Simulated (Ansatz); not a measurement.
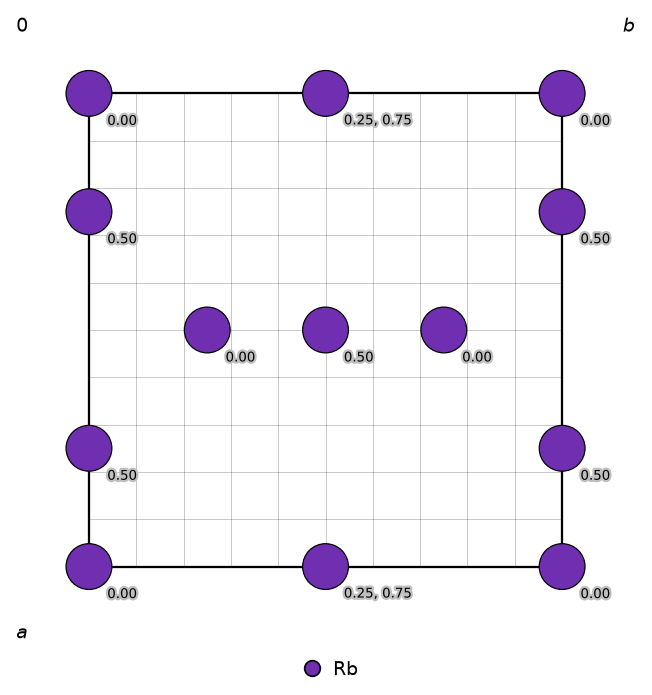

Plan of a unit cell projected along c (a down the page, b across); the numbers are heights as fractions of c, and atoms on the cell's edges are repeated. The grid marks tenths of a and b. Source: the input geometry of an electronic-structure calculation (not necessarily at equilibrium); the starting structure was generated, so it need not be a known form of this composition. Geometry calculated from the standardised cell; symmetry tolerance 0.002 Å.

a = 9.343 Å, b = 9.343 Å, c = 9.343 Å, α = 90.00°, β = 90.00°, γ = 90.00°.

> What does the cell contain?

8 Rb: Rb, Z = 8.

> Give the fractional coordinates of all atoms, to two places.

```csv
atom,x,y,z
Rb,0.00,0.00,0.00
Rb,0.50,0.50,0.50
Rb,0.25,0.00,0.50
Rb,0.75,0.00,0.50
Rb,0.50,0.25,0.00
Rb,0.50,0.75,0.00
Rb,0.00,0.50,0.25
Rb,0.00,0.50,0.75
```
